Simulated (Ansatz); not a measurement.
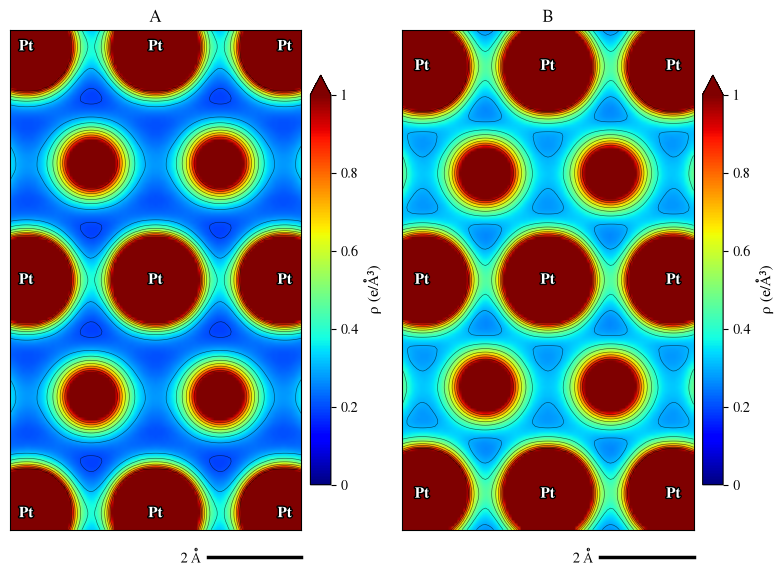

Pt. The valence charge density (pseudo) of two cells that differ in size and shape, on the (010) plane of each (indices in the axes of the calculation cell), at one length scale and on one colour scale: A has 16.4 Å³ an atom and B 14.2.

Method: Ansatz, Kohn-Sham DFT of a periodic cell, PBEsol, Ansatz PAW.

The larger cell:

```
Pt
1.0
     2.76067    0.00000    0.00000
    -1.38033    2.39081    0.00000
     0.00000    0.00000    4.98382
Pt
2
Direct
  0.33333 0.66667 0.25000
  0.66667 0.33333 0.75000
```

The smaller cell: a = 2.684 Å, b = 2.684 Å, c = 4.568 Å, α = 90.00°, β = 90.00°, γ = 120.00°.

What changes from the larger cell to the smaller?

Answer. From the larger cell to the smaller, Pt–Pt goes from 2.76 to 2.68 Å, and the density at its midpoint from 0.39 to 0.45 e/Å³; the pressure goes from −17 to 20 GPa.
